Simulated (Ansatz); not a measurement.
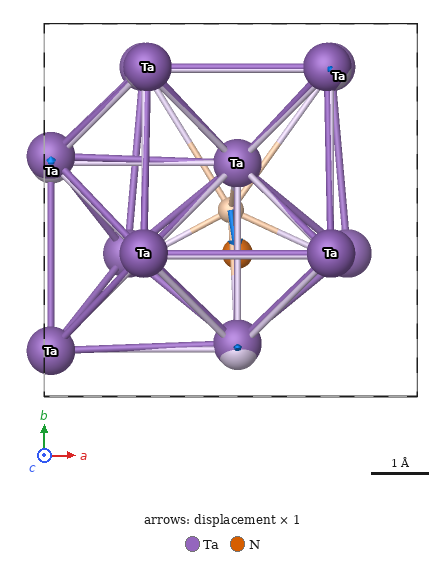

A relaxation of a defect cell of composition Ta₁₆N. The starting structure is drawn faded, the final one solid; blue arrows show the displacements, at their true length.

Style: ball-and-stick. Shown: the cell of the calculation (origin shifted), along the c axis.

Case: N interstitial, charge +0, atoms relaxed. The atoms of the start lie slightly off their symmetric places, so part of the fall in energy undoes that.

These are results of DFT PBE, scalar-relativistic, plane waves, PAW (Ansatz 0.2.0), not measurements. Set-up: plane-wave cutoff 420 eV; k-point mesh 4 × 4 × 4; occupations gaussian; smearing width 0.1 eV; mesh shifted by (0.5, 0.5, 0.5); no spin polarisation; atoms relaxed in a fixed cell; force threshold 0.02 eV/Å; at most 60 steps.

> What did the optimiser do to the structure, and how much energy did it gain?

The atom that moves furthest is the N atom (0.78 Å roughly along −b). Largest moves by element: N 0.78 Å, Ta 0.31 Å. The cell doesn't change. Near-neighbour distances that change, for instance: N–Ta 2.933 → 3.714 Å, N–Ta 3.002 → 2.270 Å, N–Ta 2.972 → 2.270 Å, N–Ta 3.069 → 3.714 Å. Among the angles between lasting bonds that change: Ta–N–Ta 127.1° → 180.0°, Ta–N–Ta 125.9° → 90.0°, Ta–N–Ta 149.2° → 180.0°. Over 8 accepted moves (9 points after the start) the energy falls by 3.066 eV per cell of the calculation. The largest force component goes from 8.4 to 0.0085 eV/Å. 1 step only repeated the SCF at the same geometry.

Limits of the set-up: the cell has an odd number of electrons but was run without spin polarisation; the periodic images lie only 6.6 Å apart, so the values are limited by the cell's size.
